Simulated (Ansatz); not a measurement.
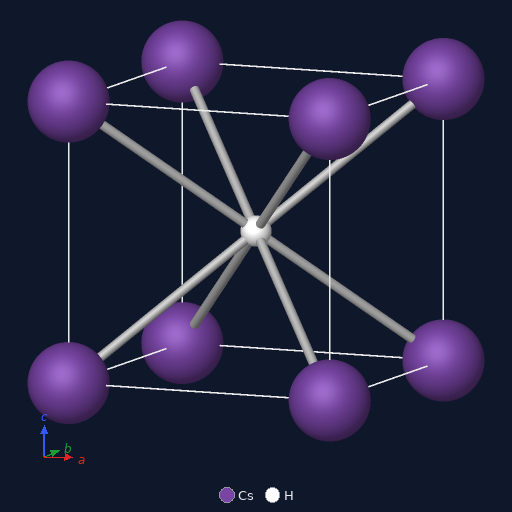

System: CsH, space group Pm-3m (No. 221). The picture shows the cell.

Starting cell:
```yaml
crystal:
  lattice:
    - [3.81841, 0.00000, 0.00000]
    - [0.00000, 3.81841, 0.00000]
    - [0.00000, 0.00000, 3.81841]
  atoms:
    - { symbol: Cs, position: [0.00000, 0.00000, 0.00000] }
    - { symbol: H, position: [0.50000, 0.50000, 0.50000] }
```

How it was computed, with Ansatz 0.2.0: all atoms of one element of a crystal moved along a line, all else fixed, by plane-wave density functional theory with PAW datasets, free energies less that of the undisturbed cell; scalar-relativistic. Level: LDA, no spin polarisation.

- wave cutoff: 420 eV
- k mesh: 8×8×8
- occupations: Gaussian
- smearing width: 0.05 eV
- k shift: (0, 0, 0) (mesh steps)
- start: as given
- moved element: H
- direction: (0, 0, 1) (Cartesian unit vector)

The points at displacement −0.375, −0.125, 0.25 and 0.5 follow from computed ones by symmetry.

What does the calculation give for the energy change against displacement? The displacement takes the values −0.5000, −0.3750, −0.2500, −0.1250, 0.0000, 0.0625, 0.1250, 0.1875, 0.2500, 0.3125, 0.3750, 0.4375, 0.5000 Å.

The energy rises on both sides of the starting structure, which is therefore a minimum along this path. The energy change is 0.0399 eV/cell at displacement −0.5000 Å and 0.0399 eV/cell at 0.5000 Å; the lowest computed point is at displacement 0.0000 Å (0.0000 eV/cell). The harmonic force constant k (E = k x²/2 near the start) is 0.29 eV/Å².

```json
{"displacement (Å)": "-0.5000", "energy change (eV/cell)": "0.0399"}
{"displacement (Å)": "-0.3750", "energy change (eV/cell)": "0.0216"}
{"displacement (Å)": "-0.2500", "energy change (eV/cell)": "0.0093"}
{"displacement (Å)": "-0.1250", "energy change (eV/cell)": "0.0023"}
{"displacement (Å)": "0.0000", "energy change (eV/cell)": "0.0000"}
{"displacement (Å)": "0.0625", "energy change (eV/cell)": "0.0006"}
{"displacement (Å)": "0.1250", "energy change (eV/cell)": "0.0023"}
{"displacement (Å)": "0.1875", "energy change (eV/cell)": "0.0052"}
{"displacement (Å)": "0.2500", "energy change (eV/cell)": "0.0093"}
{"displacement (Å)": "0.3125", "energy change (eV/cell)": "0.0148"}
{"displacement (Å)": "0.3750", "energy change (eV/cell)": "0.0216"}
{"displacement (Å)": "0.4375", "energy change (eV/cell)": "0.0300"}
{"displacement (Å)": "0.5000", "energy change (eV/cell)": "0.0399"}
```

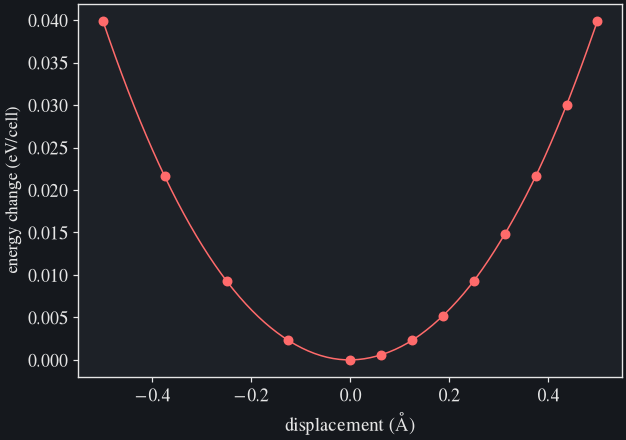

Limits of the calculation: reference crystal is not relaxed.
